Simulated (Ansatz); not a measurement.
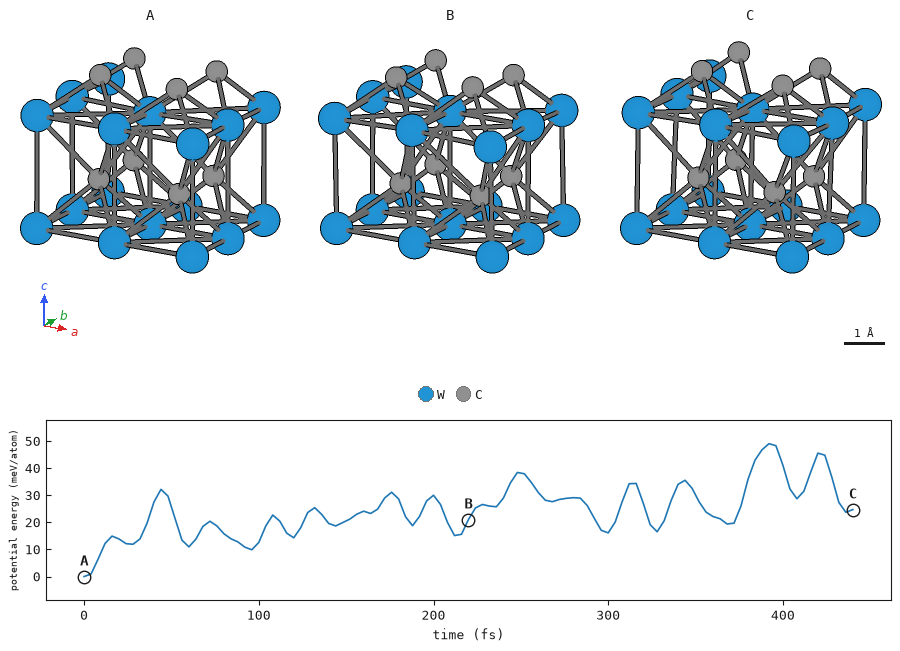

Molecular dynamics of a slab of WC(001) (16 atoms in the cell), 440 fs long. It starts from the last geometry of an earlier run, with fresh velocities. Frames (A at 0 fs, B at 220 fs, C at 440 fs) and the history of the run. A ball-and-stick model of the simulation cell, with the vacuum cut short, seen slightly off an axis. Bonds to atoms that aren't drawn are left out.

Computed with DFT PBE-D3(BJ), scalar-relativistic, plane waves, PAW in Ansatz. Run with plane-wave cutoff 420 eV; k-point mesh 2 × 2 × 1; Fermi-Dirac smearing 0.05 eV; low-accuracy preset; 4 atoms held fixed; Langevin thermostat (NVT); set temperature 450 K; time step 4 fs; friction 0.005 per fs.

### What do the frames and curves show?

In the second half of the run the atoms are, in the root-mean-square, this far from where they began (common drift taken out): C 0.17 Å, W 0.14 Å. That is small against the typical shortest distance between atoms in the first frame, about 2.0 Å: the atoms vibrate about their sites and the arrangement holds. Over the second half the temperature averages 485 K (spread ±90 K). The temperature is still climbing (373 K in the second quarter, 525 K in the last), so the run isn't equilibrated. The potential energy in the second half lies on average 29.8 meV per atom above the first frame. The time step of 4 fs is long for the fastest vibrations here (lightest element carbon).

Limits of the set-up: the k-point mesh is coarse for a cell with partly filled bands; the program's low-accuracy preset was used.

The run took 17 min on 1 thread of Intel(R) Xeon(R) Platinum 8259CL CPU @ 2.50GHz (Skylake/Cascade Lake), with other jobs on the host, peak memory 0.83 GiB.

PAW datasets: the set soft_1.
